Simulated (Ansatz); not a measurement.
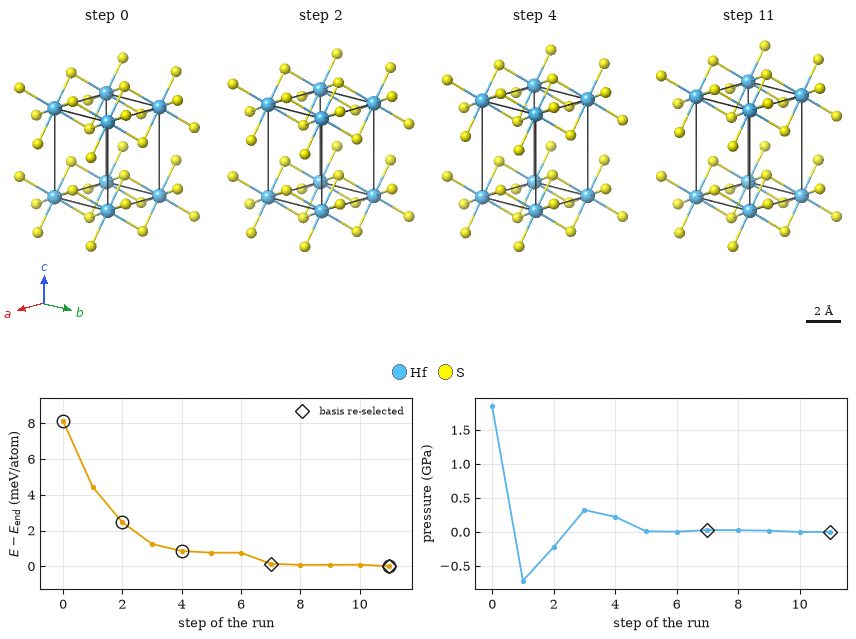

Frames of a relaxation of solid HfS2 (set up in P-3m1), marked on the history of the run. The picture is a ball-and-stick view of the cell of the calculation, seen from a free direction.

Level of theory: DFT PBE, scalar-relativistic, plane waves, PAW (Ansatz). Settings: plane-wave cutoff 420 eV; k-point mesh 12 × 12 × 6; occupations gaussian; smearing width 0.02 eV; no spin polarisation; cell and atoms relaxed; force threshold 0.005 eV/Å; at most 80 steps.

Question: Describe the path.

Answer: The largest moves relative to the cell, 0.17 Å, are those of S atoms. Hf stays in place. The drawn cell changes as follows: a = b 3.640 → 3.651 Å (+0.3 %), c 6.056 → 6.857 Å (+13.2 %); the volume changes by +14.0 %. Near-neighbour distances that change, for instance: Hf–S 2.541 → 2.557 Å. The space group stays P-3m1 (No. 164). After 9 accepted moves (11 points after the start) the energy has fallen by 8.1 meV per atom. Largest force component: 0.22 eV/Å at the start, 0.001 eV/Å at the end. Pressure: 1.85 GPa at the start and 0.00 GPa at the end. The SCF was repeated twice at an unchanged geometry on a basis and grid sized afresh for the cell, which shifted the energy by 0.6 meV per atom at most. Cost: 100 s on 1 thread of Intel(R) Xeon(R) Platinum 8488C (Sapphire Rapids), on a shared host, peak memory 0.49 GiB. From step 0 to 2: S atoms move most (0.05 Å), volume +5.9 %, energy −5.7 meV per atom. From step 2 to 4: S atoms move most (0.05 Å), volume +3.2 %, energy −1.6 meV per atom. From step 4 to 11: S atoms move most (0.06 Å), volume +4.3 %, energy −0.9 meV per atom.

Limits of the set-up: layers or molecules are held without a dispersion correction, so their spacing is unreliable.
